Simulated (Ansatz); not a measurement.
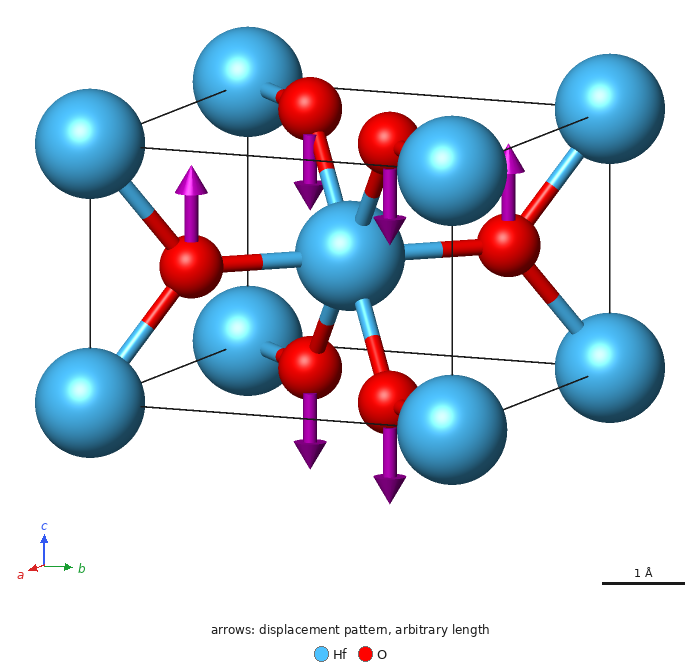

Normal modes of crystalline HfO2, space group P4₂/mnm (No. 136), at the zone centre. The optical levels lie at 96, 127, 213 (×2), 220 (×2), 275, 399, 421, 463 (×2), 485 (×2), 633, 801 cm⁻¹. One mode is drawn. The purple arrows give the relative displacements of the atoms. A ball-and-stick model of the cell of the calculation, seen slightly off an axis.

These are results of Ansatz, DFT r2SCAN, scalar-relativistic, plane waves, PAW, not measurements. Settings: plane-wave cutoff 500 eV; k-point mesh 6 × 6 × 8; occupations gaussian; smearing width 0.05 eV; no spin polarisation.

Frequencies are those without the non-analytic (LO–TO) term.

Question: To which level does it belong?

Answer: The level at 421 cm⁻¹. This is the B₁u mode, optical level 7 of 11, counted from below, silent by symmetry (neither infrared- nor Raman-active). All motion is along c; atoms of one kind move against one another, with no net shift of any sublattice; it stretches the shortest Hf–O bonds (2.09 Å); the kinetic energy is shared as O 98 %, Hf 2 %.
